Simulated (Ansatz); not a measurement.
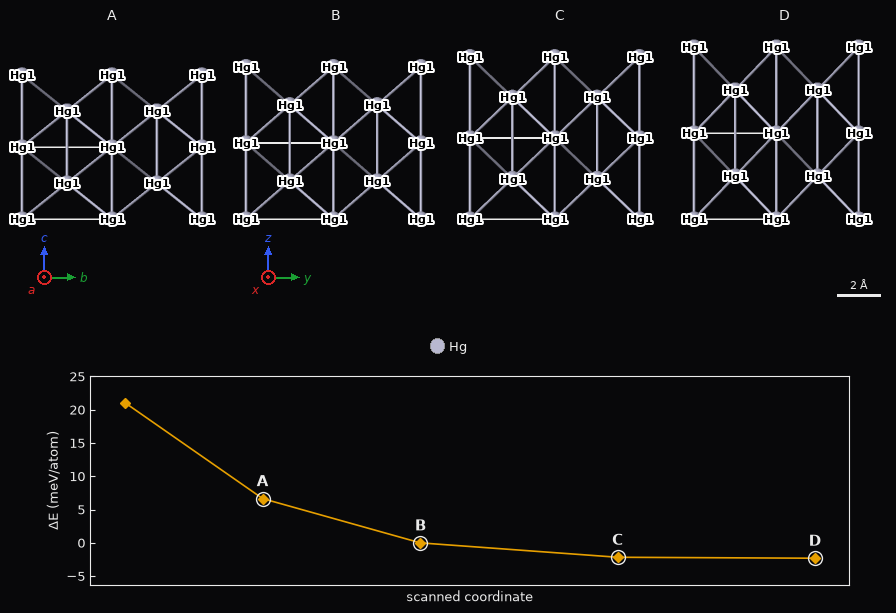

A scan of crystalline Hg (I4/mmm) along one coordinate. x, y and z are the Cartesian axes of the input. A ball-and-stick model of the conventional cell (2 times the calculation's cell), repeated 2 × 2 × 2 with one cell outlined, seen along the a axis. Lengths and directions refer to the drawn axes.

Theory: DFT r2SCAN, scalar-relativistic, plane waves, PAW in Ansatz. Set-up: plane-wave cutoff 500 eV; k-point mesh 20 × 20 × 20; occupations gaussian; smearing width 0.15 eV; no spin polarisation. Energies (free energies at the smearing named) are counted from the cell as listed in its source, which wasn't relaxed.

Question: Which coordinate changes from frame to frame?

Answer: The ratio of the cell's length along z to its lengths across, counted as 1 for the reference, is changed at fixed volume (a c/a path), with the atoms kept at their fractional coordinates. In the frames the relative ratio is 0.92 (A), 1.00 (B), 1.10 (C), 1.20 (D). The lowest computed point lies at the relative ratio 1.20 (−2.3 meV/atom). At the ends of the scan the energy is 21.1 meV/atom (0.85) and −2.3 meV/atom (1.20). The unrelaxed reference is under a pressure of −1.5 GPa. The distortion keeps the space group I4/mmm. At the relative ratio 1.20 the cell of the drawing goes a 4.139 → 3.895 Å, b 4.139 → 3.895 Å, c 3.605 → 4.070 Å.
